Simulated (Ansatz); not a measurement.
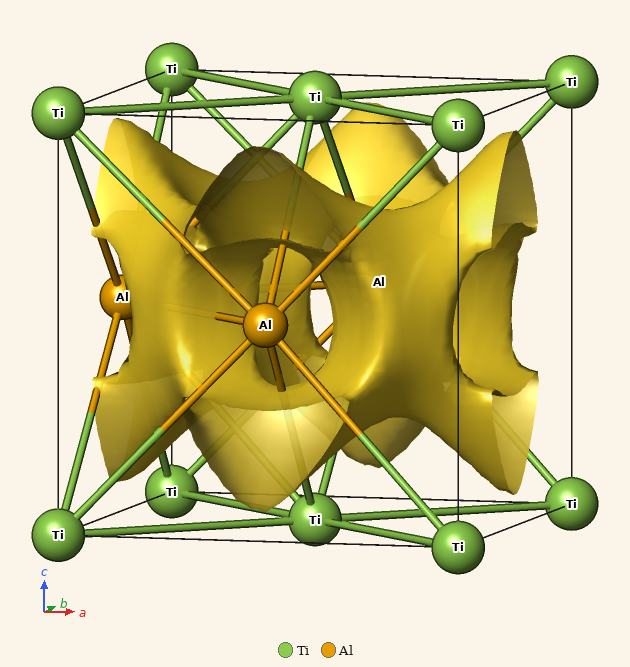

TiAl. Isosurface of the ELF at 0.6 (yellow), seen slightly off an axis. Core shells and regions of very low density are left out. Sticks mark near contacts.

Space group Cm; changed on purpose from its base cell (all Al atoms moved +0.087 Å, as atom 2 along Cartesian [1 1 1]); not relaxed (largest force 0.4 eV/Å); computed without spin polarisation.

Method: DFT PBE, scalar-relativistic, plane waves, PAW in Ansatz 0.2.0.

Core electrons are frozen (PAW), and the valence fields are smoothed inside the atomic spheres.

Question: Identify the bonds, lone pairs and shells in this picture.

Answer: The ELF exceeds this value in sheets that run through the cell in two directions, counted in one cell of 4 atoms. Any copies at cell faces, edges or corners count once.

Values along the shortest contacts:
Ti–Al (2.77 Å): the ELF is about 0.35 at the midpoint. Ti–Ti (2.82 Å): the ELF is about 0.30 at the midpoint.

Question: Does the calculation give a band gap?

Answer: It is metallic or semimetallic at this level of theory: no gap opens.
